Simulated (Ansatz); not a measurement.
**TiC: 7 runs along one coordinate**

System: TiC (Fm-3m, 2 atoms in the cell).
Method: Kohn-Sham DFT of a periodic cell, HISS, Ansatz PAW, no spin polarisation (Ansatz 0.2.0).

The 7 runs differ only in the geometry, by an even scaling of the cell at fixed fractional positions. The structure derives from a Materials Project entry.

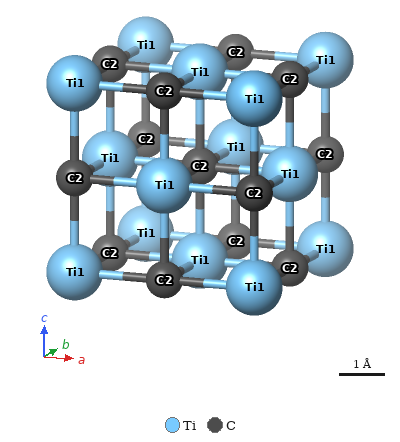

Figure 1. The structure of run 4 (ball-and-stick view of the cell 4 times as large as that of the calculation, set on its symmetry axes, seen slightly off an axis; atoms are numbered from 1 in the order of the input).

## Input of run 4
```yaml
crystal:
  lattice:
    - [0.0, 2.1657188437, 2.1657188437]
    - [2.1657188437, 0.0, 2.1657188437]
    - [2.1657188437, 2.1657188437, 0.0]
  atoms:
    - { symbol: Ti, position: [0.0, 0.0, 0.0] }
    - { symbol: C, position: [0.5, 0.5, 0.5] }
hamiltonian:
  xc: hiss
  pseudopotentials: { kind: paw }
kpoints:
  mp_grid: { grid: [6, 6, 6] }
scf:
  occupations: { method: fermi_dirac, width: 0.05 }
  exx: { singularity: none }
output:
  forces: true
  stress: true
  eigenvalues: true
```

Command:
```bash
ansatz run input.yaml --threads 2 --pin off --max-ram 5632MiB --backend cpu --events-out ev --progress --plain --runs-dir out
```

Lattice vectors (Å) and fractional positions of run 4:
```
   0.000000    2.165719    2.165719
   2.165719    0.000000    2.165719
   2.165719    2.165719    0.000000
Ti  0.000000  0.000000  0.000000
C   0.500000  0.500000  0.500000
```

Run 5 differs from it as follows:
```diff
-    - [0.0, 2.1657188437, 2.1657188437]
-    - [2.1657188437, 0.0, 2.1657188437]
-    - [2.1657188437, 2.1657188437, 0.0]
+    - [0.0, 2.1800617706, 2.1800617706]
+    - [2.1800617706, 0.0, 2.1800617706]
+    - [2.1800617706, 2.1800617706, 0.0]
```

## Results, with one run withheld

| run | volume per atom (Å³) | free energy per atom, from the lowest run given (meV) | pressure (GPa) |
| --- | --- | --- | --- |
| 1 | 9.548 | 11.18 | 11.01 |
| 2 | 9.752 | 1.50 | 4.26 |
| 3 | 9.955 | 0.00 | −1.83 |
| 4 | 10.158 | 5.90 | −7.34 |
| 5 | 10.361 | ? | ? |
| 6 | 10.564 | 36.98 | −16.84 |
| 7 | 10.767 | 60.94 | −20.92 |

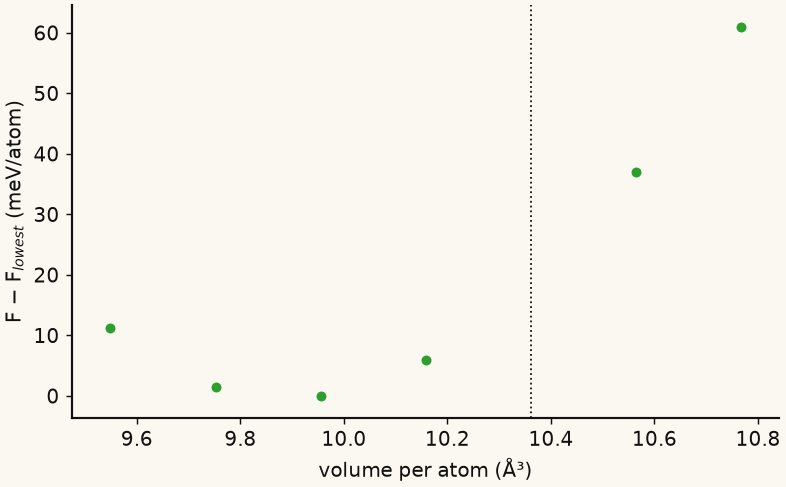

Figure 2. Free energy per atom of the runs given; the dotted line marks run 5.

Estimate the energy of run 5 from the others.

A cubic polynomial in V^(−2/3) (the Birch–Murnaghan form), fitted to the 6 runs given, misses them by at most 0.01 meV per atom. With x = V^(−2/3) − 0.21389 Å⁻², it reads F = 3.8492 − 2690.9 x + 4.3082e+05 x² − 19305 x³ (meV per atom). At run 5 it gives 18.43 meV per atom, and the run itself gives 18.40. The slope of the fit gives a pressure −dF/dV of −12.34 GPa there, and the run prints −12.32 GPa. The fit has its minimum at 9.892 Å³ per atom, where V d²F/dV² gives 292 GPa: the bulk modulus at this level, since symmetry fixes the shape and the positions.

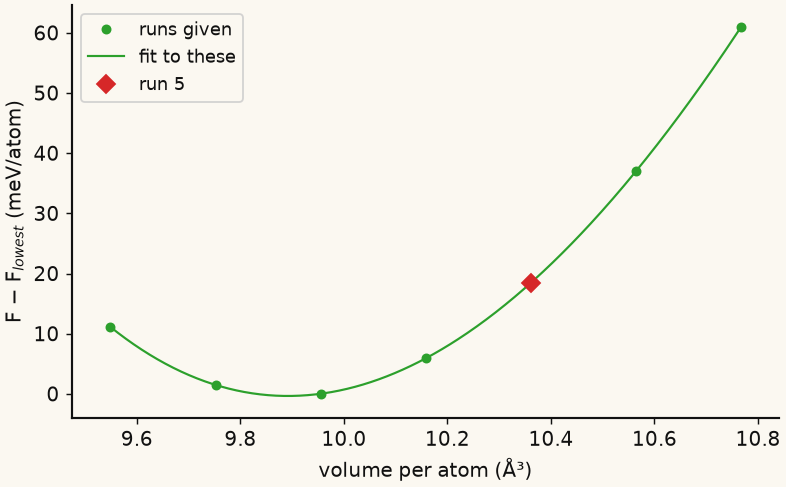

Figure 3. The fit and the withheld run.

## Output, shortened to warnings, some set-up lines, iterations and results (run 5)
```
Warning: output.stress: scf.convergence.dr2_threshold = 1e-7 eV (the SCF's general default) is looser than the 2e-10 eV advised for a printed stress (1e-10 eV for each atom of the cell: 2). What an SCF threshold leaves in a stress goes as its square root, and in the free energy as the threshold itself, and one threshold admits the most on a small cell: of the crystals measured, under no hybrid …
Warning: output.stress: scf.exx.energy_threshold = 1e-6 eV is looser than the 2e-8 eV advised for a stress under a hybrid functional (1e-8 eV for each atom of the cell: 2). Every SCF of the exchange loop can meet its threshold on dr2 while the loop round them stops early: no threshold on dr2 bounds what that leaves in the stress. Set scf.exx.energy_threshold to 2e-8 eV or tighter. The threshold …
Basis set: ecut = 420 eV, 411 PW (Γ), exchange–correlation on 48×48×48 points (8 copies of the dense FFT grid, shifted against one another)
Symmetry: 48 space group operations
k-points: 16 of 216
Initial density: superposition of atomic densities (neutral atoms: chi_scale 0, normalization atom), corrected by the library's trained network
[...]
SCF iter   1: F=—  HF=-2753.220869 eV  |F-HF|=—  |Δ(HF+E_count)|=         —  Δρ=3.46e-3  dr2=1.36e-3  ethr=1.77e-3  ⟨swp⟩=4.5  Hψ=717  notcnv=0
SCF iter   2: F=—  HF=-2753.220988 eV  |F-HF|=—  |Δ(HF+E_count)|=   1.19e-4  Δρ=1.58e-3  dr2=2.07e-4  ethr=8.51e-6  ⟨swp⟩=3.1  Hψ=430  notcnv=0
SCF iter   3: F=—  HF=-2753.221003 eV  |F-HF|=—  |Δ(HF+E_count)|=   1.50e-5  Δρ=2.18e-4  dr2=5.20e-6  ethr=1.91e-8  ⟨swp⟩=4.0  Hψ=803  notcnv=0
SCF iter   4: F=—  HF=-2753.221004 eV  |F-HF|=—  |Δ(HF+E_count)|=   5.08e-7  Δρ=3.70e-5  dr2=1.17e-7  ethr=6.42e-9  ⟨swp⟩=4.0  Hψ=394  notcnv=0
SCF iter   5: F=—  HF=-2753.221004 eV  |F-HF|=—  |Δ(HF+E_count)|=   4.84e-8  Δρ=3.57e-6  dr2=2.37e-9  ethr=1.44e-10  ⟨swp⟩=4.7  Hψ=482  notcnv=0
[... 11 lines ...]
SCF iter   2: F=—  HF=-2752.506726 eV  |F-HF|=—  |Δ(HF+E_count)|=   6.49e-7  Δρ=5.43e-5  dr2=1.08e-6  ethr=9.19e-9  ⟨swp⟩=4.3  Hψ=537  notcnv=0
SCF iter   3: F=—  HF=-2752.506729 eV  |F-HF|=—  |Δ(HF+E_count)|=   2.99e-6  Δρ=1.43e-5  dr2=4.27e-8  ethr=4.47e-10  ⟨swp⟩=4.6  Hψ=562  notcnv=0
SCF iter   4: F=—  HF=-2752.506729 eV  |F-HF|=—  |Δ(HF+E_count)|=   1.58e-7  Δρ=8.09e-6  dr2=1.61e-8  ethr=1.23e-11  ⟨swp⟩=4.8  Hψ=596  notcnv=0  defer=1
SCF iter   5: F=-2752.506729 eV  HF=-2752.506729 eV  |F-HF|=2.38e-10  |Δ(HF+E_count)|=   3.62e-9  Δρ=1.11e-6  dr2=2.59e-9  ethr=1.23e-11  ⟨swp⟩=3.6  Hψ=390  notcnv=0
SCF 3 converged in 5 iterations: F = -2752.506729 eV  dr2 = 2.59e-9
  Residual-converged pass: ⟨swp⟩=2.6  Hψ=308  notcnv=0  max |occ|·‖R‖ = 2.4e-6 eV (tolerance 2.4e-6 eV)  dr2=2.57e-9  dr2_onsite=2.45e-11  max |Δocc| = 8.9e-14
hybrid outer 2: dexx = +4.338e-6 eV, tail = 3.19e-8 eV, Δε = 7.35e-3 eV (about 1.52e-4 eV left of the loop's levels)
hybrid SCF converged: 2 outer / 12 inner (+6 warm-up), last move |dexx| = 4.34e-6 eV, tail = 3.19e-8 eV
Stability not checked: this state was not tested for a lower state beside it, because the functional holds exact exchange (a hybrid, or Hartree-Fock), whose exchange loop this test does not read (fock_operator; see scf.lower_state_search)
Free energy (F): -2752.506730 eV
Frozen-core exchange: fock
Harris-Foulkes:  -2752.506730 eV  (|F-HF|=2.38e-10)
Internal energy: -2752.502805 eV  (E = F + TS)
E sigma→0 (E₀):  -2752.504768 eV
Entropy (-TS):   -0.003924 eV (-1.962 meV/atom)
Fermi energy:    14.083562 eV
--- Per-component energies (eV) ---
  E_band       = -168.955269
  E_kinetic    = 360.398076
  E_local      = -774.214935  (includes V_loc(G=0)·N_el)
  E_nonlocal   = 27.143251
  E_hartree    = 309.460001
  E_xc         = -110.816013
  E_vxc        = -140.805176  (∫ρ·V_xc dr)
  E_exx        = -54.849538  (= α·E_x^exact, valence–valence)
  E_paw        = -1125.513205  (= ΣΔE_a)
  E_vpaw       = -150.697661  (= ΣTr[D̂ρ^β])
  E_aug_tail   = 0.000142  (compensation charges beyond the density's cutoff)
  E_ewald      = -1384.097456
  E_core_change = -0.013128  (= ΣΔE_core)
  E_smearing   = -0.003924  (= −TS)
  E_closure    = -0.000000  (closes the sum)
  Σ components = -2752.506730   (vs F -2752.506730, Δ=-4.55e-13)
--- Forces (eV/Å), atoms counted from 1 ---
  atom   1  Ti    -0.00000000     0.00000000    -0.00000000
  atom   2  C      0.00000000    -0.00000000    -0.00000000
  max |Σ_I F_I| component: 3.29e-30 eV/Å
--- Stress (GPa, compression-positive) ---
      -12.323960      -0.000000       0.000000
       -0.000000     -12.323960       0.000000
        0.000000      -0.000000     -12.323960
  P = ⅓ Tr σ = -12.3240 GPa (-123.240 kbar)
```

The program warns: the exchange loop's threshold is looser than advised for the stress; the SCF threshold is looser than advised for the printed stress.
